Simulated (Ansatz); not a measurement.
# CuO: 7 runs along one coordinate

System: CuO (P4/mmm, 6 atoms in the cell).
Method: Kohn-Sham DFT of a periodic cell, PBE, all-electron LAPW, scalar-relativistic, no spin polarisation (Ansatz 0.2.0).

The 7 runs differ only in the geometry, by an even scaling of the cell at fixed fractional positions. The structure derives from a Materials Project entry.

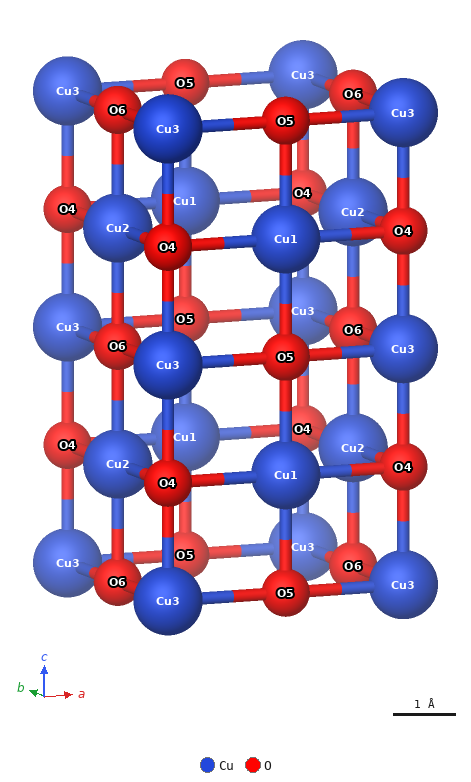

Figure 1. The structure of run 4 (ball-and-stick view of the cell of the calculation, repeated 1 × 1 × 2, seen slightly off an axis; atoms are numbered from 1 in the order of the input).

**Input of run 4**
```yaml
crystal:
  lattice:
    - [4.160937, 0.0, 0.0]
    - [0.0, 4.160937, 0.0]
    - [0.0, 0.0, 3.887643]
  atoms:
    - { symbol: Cu, position: [0.5, 0.0, 0.5] }
    - { symbol: Cu, position: [0.0, 0.5, 0.5] }
    - { symbol: Cu, position: [0.0, 0.0, 0.0] }
    - { symbol: O, position: [0.0, 0.0, 0.5] }
    - { symbol: O, position: [0.5, 0.0, 0.0] }
    - { symbol: O, position: [0.0, 0.5, 0.0] }
kpoints:
  mp_grid: { grid: [7, 7, 7] }
scf:
  occupations: { method: fermi_dirac, width: 0.05 }
hamiltonian:
  xc: pbe
  pseudopotentials: { kind: all_electron, lapw: { basis_error: 0.001 } }
output:
  forces: true
  stress: true
  eigenvalues: true
```

Command:
```bash
ansatz run input.yaml --threads 4 --pin off --max-ram 12288MiB --backend cpu --events-out ev --progress --plain --runs-dir out
```

Lattice vectors (Å) and fractional positions of run 4:
```
   4.160937    0.000000    0.000000
   0.000000    4.160937    0.000000
   0.000000    0.000000    3.887643
Cu  0.500000  0.000000  0.500000
Cu  0.000000  0.500000  0.500000
Cu  0.000000  0.000000  0.000000
O   0.000000  0.000000  0.500000
O   0.500000  0.000000  0.000000
O   0.000000  0.500000  0.000000
```

Run 3 differs from it as follows:
```diff
-    - [4.160937, 0.0, 0.0]
-    - [0.0, 4.160937, 0.0]
-    - [0.0, 0.0, 3.887643]
+    - [4.1330104069, 0.0, 0.0]
+    - [0.0, 4.1330104069, 0.0]
+    - [0.0, 0.0, 3.8615506501]
```

**Results, with one run withheld**

```csv
run,volume per atom (Å³),"free energy per atom, from the lowest run given (meV)",pressure (GPa)
1,10.545,28.85,12.41
2,10.769,14.30,8.44
3,10.994,?,?
4,11.218,0.41,1.74
5,11.442,0.00,−1.09
6,11.667,3.32,−3.61
7,11.891,9.97,−5.85
```

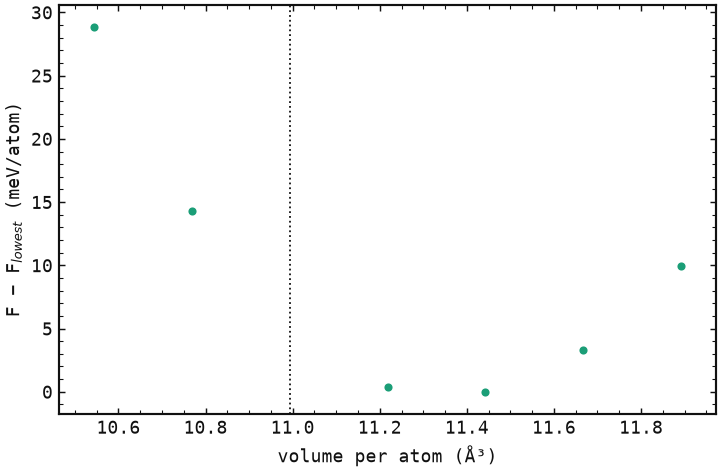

Figure 2. Free energy per atom of the runs given; the dotted line marks run 3.

Fit the runs given and predict run 3.

A cubic polynomial in V^(−2/3) (the Birch–Murnaghan form), fitted to the 6 runs given, misses them by at most 0.01 meV per atom. With x = V^(−2/3) − 0.19931 Å⁻², it reads F = 0.20304 + 769.3 x + 2.8915e+05 x² + 5.9693e+05 x³ (meV per atom). At run 3 it gives 4.99 meV per atom, and the run itself gives 5.01. The slope of the fit gives a pressure −dF/dV of 4.89 GPa there, and the run prints 4.90 GPa. The fit has its minimum at 11.352 Å³ per atom, where V d²F/dV² gives 141 GPa. Cell shape and fractional positions are held, so this is the stiffness under even scaling; the relaxed bulk modulus wasn't computed.

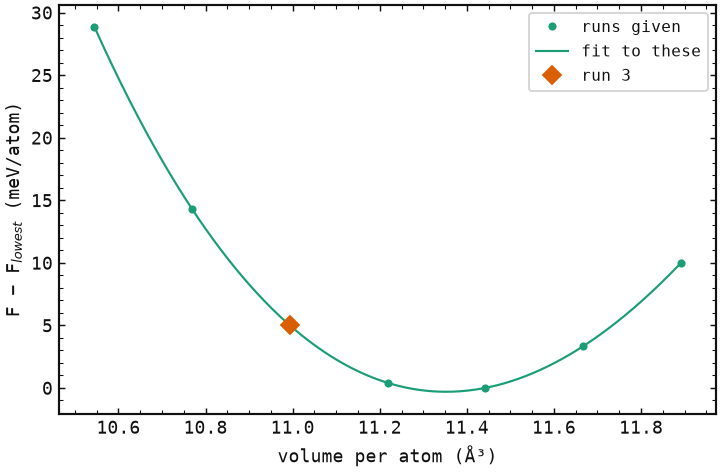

Figure 3. The fit and the withheld run.

**Output, shortened to warnings, some set-up lines, iterations and results (run 3)**
```
Basis set: ecut = 449.21751067745885 eV, 1405 PW (Γ), exchange–correlation at level 2
Symmetry: 16 space group operations
k-points: 40 of 343
Initial density: superposition of atomic densities (chi_scale 0.1, normalization cell, long waves kept (reshape's long-wave potential 0.03 eV rms))
[...]
SCF iter   1: F=—  HF=-141252.187540 eV  |F-HF|=—  |Δ(HF+E_count)|=         —  Δρ=1.60e-1  dr2=2.00e1  ethr=2.47e-2  ⟨swp⟩=2.0  Hψ=12191  notcnv=0
SCF iter   2: F=—  HF=-141243.251513 eV  |F-HF|=—  |Δ(HF+E_count)|=    8.94e0  Δρ=6.08e-2  dr2=2.67e0  ethr=2.47e-2  ⟨swp⟩=2.0  Hψ=5882  notcnv=0
SCF iter   3: F=—  HF=-141243.760021 eV  |F-HF|=—  |Δ(HF+E_count)|=   5.09e-1  Δρ=3.00e-2  dr2=6.49e-1  ethr=3.29e-3  ⟨swp⟩=3.0  Hψ=6123  notcnv=0
SCF iter   4: F=—  HF=-141242.375075 eV  |F-HF|=—  |Δ(HF+E_count)|=    1.38e0  Δρ=1.27e-2  dr2=1.39e-1  ethr=8.01e-4  ⟨swp⟩=3.0  Hψ=6464  notcnv=0
SCF iter   5: F=—  HF=-141242.346345 eV  |F-HF|=—  |Δ(HF+E_count)|=         —  Δρ=3.90e-3  dr2=1.13e-2  ethr=1.39e-5  ⟨swp⟩=2.0  Hψ=10010  notcnv=0
SCF iter   6: F=—  HF=-141242.346459 eV  |F-HF|=—  |Δ(HF+E_count)|=   1.14e-4  Δρ=1.18e-3  dr2=1.20e-3  ethr=1.39e-5  ⟨swp⟩=2.0  Hψ=5692  notcnv=0
SCF iter   7: F=—  HF=-141242.346413 eV  |F-HF|=—  |Δ(HF+E_count)|=   4.60e-5  Δρ=3.84e-4  dr2=1.59e-4  ethr=1.48e-6  ⟨swp⟩=2.0  Hψ=5692  notcnv=0
SCF iter   8: F=—  HF=-141242.346385 eV  |F-HF|=—  |Δ(HF+E_count)|=   2.77e-5  Δρ=1.18e-4  dr2=1.24e-5  ethr=1.96e-7  ⟨swp⟩=2.0  Hψ=5694  notcnv=0
SCF iter   9: F=—  HF=-141242.346384 eV  |F-HF|=—  |Δ(HF+E_count)|=   7.57e-7  Δρ=3.43e-5  dr2=1.03e-6  ethr=1.53e-8  ⟨swp⟩=2.0  Hψ=5693  notcnv=0
SCF iter  10: F=-141242.346384 eV  HF=-141242.346384 eV  |F-HF|=6.93e-9  |Δ(HF+E_count)|=   8.49e-8  Δρ=6.48e-6  dr2=2.23e-8  ethr=1.27e-9  ⟨swp⟩=2.0  Hψ=5693  notcnv=0
SCF 1 converged in 10 iterations: F = -141242.346384 eV  dr2 = 2.23e-8
SCF converged after 10 iterations
Free energy (F): -141242.346384 eV
Harris-Foulkes:  -141242.346384 eV  (|F-HF|=6.93e-9)
Internal energy: -141242.317268 eV  (E = F + TS)
E sigma→0 (E₀):  -141242.331826 eV
Entropy (-TS):   -0.029117 eV (-4.853 meV/atom)
Fermi energy:    10.342032 eV
--- Per-component energies (eV) ---
  E_band       = -4374.517119
  E_kinetic    = 143559.731545
  E_xc         = -6216.220430
  E_electrostatic = -278585.828383  (all electrons and nuclei)
  E_smearing   = -0.029117  (= −TS)
  E_closure    = 0.000000  (closes the sum)
  E_atoms      = -141214.307880  (free atoms, spherical and without spin; not in F)
  Σ components = -141242.346384   (vs F -141242.346384, Δ=0.00e0)
  Basis errors (estimates in eV, not in F): energy 4.4e-4 per atom: plane waves 4.0e-4 (2.3e-4 summed), levels above the bands 1.3e-103, relativity 1.1e-7, radial functions 4.3e-5, core shells 8.3e-9; eigenvalues (radial functions only) 4.8e-6; not estimated: angular momenta, meshes, grids; target …
--- Forces (eV/Å), atoms counted from 1 ---
  atom   1  Cu    -0.00000000    -0.00000000    -0.00000000
  atom   2  Cu    -0.00000000     0.00000000     0.00000000
  atom   3  Cu    -0.00000000     0.00000000     0.00000000
  atom   4  O     -0.00000000     0.00000000     0.00000000
  atom   5  O      0.00000000    -0.00000000    -0.00000000
  atom   6  O      0.00000000     0.00000000     0.00000000
  max |Σ_I F_I| component: 3.37e-29 eV/Å
--- Stress (GPa, compression-positive) ---
        4.528550       0.000000       0.000000
        0.000000       4.528550       0.000000
        0.000000       0.000000       5.638747
  P = ⅓ Tr σ = 4.8986 GPa (48.986 kbar)
```

Notes: The run has no spin polarisation, so a magnetic state may lie lower.
